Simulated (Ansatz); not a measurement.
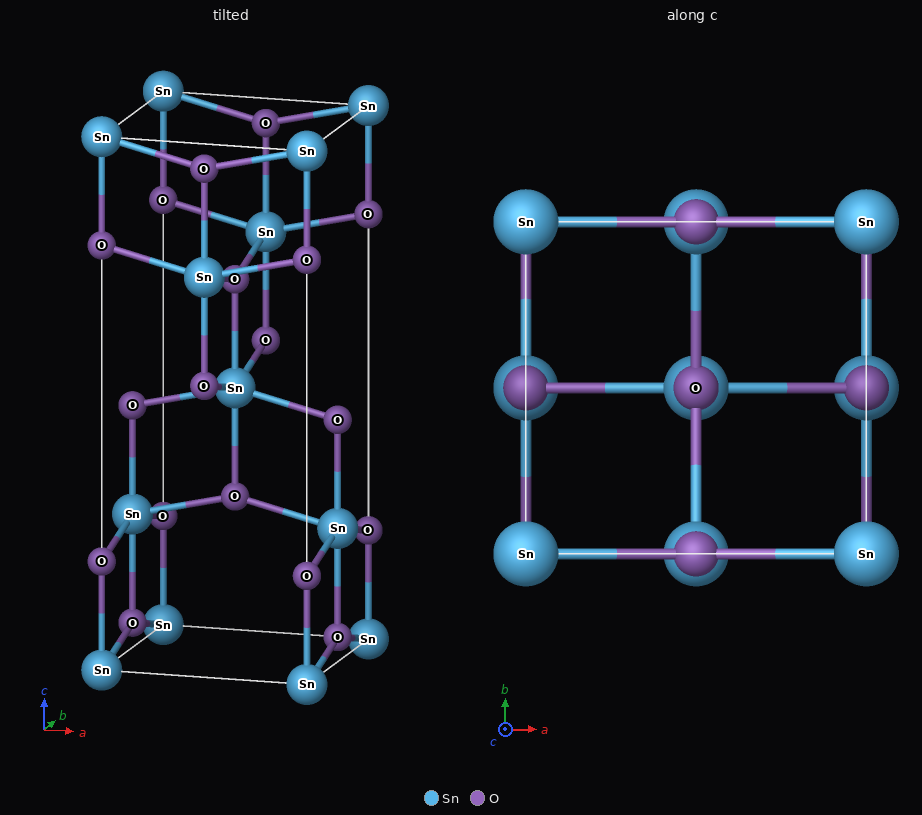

View slightly off an axis and along the c axis, drawn as a ball-and-stick model. The drawn cell (a repeat of the simulation cell) is drawn as a box.

Characterise what is shown.

- Formula: SnO₂.
- Strictly the space group is Imma (No. 74, within 0.01 Å). It is a distorted form of a body-centred tetragonal structure, space group I4_1/amd (No. 141) within 0.25 Å: anatase.
- In the cell are 4 Sn, 8 O, which makes 4 formula units.
- Sn is surrounded by six O. O bonds to three Sn.
- The bonds build a three-dimensional framework.

Its origin is a structure listed in the Materials Project. The cell was then strained or its atoms displaced on purpose. Ansatz was used for an electronic-structure calculation on it.

At this level of theory the run's own cell isn't at rest (compressed, at 5 GPa and forces up to 0.6 eV/Å), so its distances can differ from those at equilibrium, the more so the softer the solid.
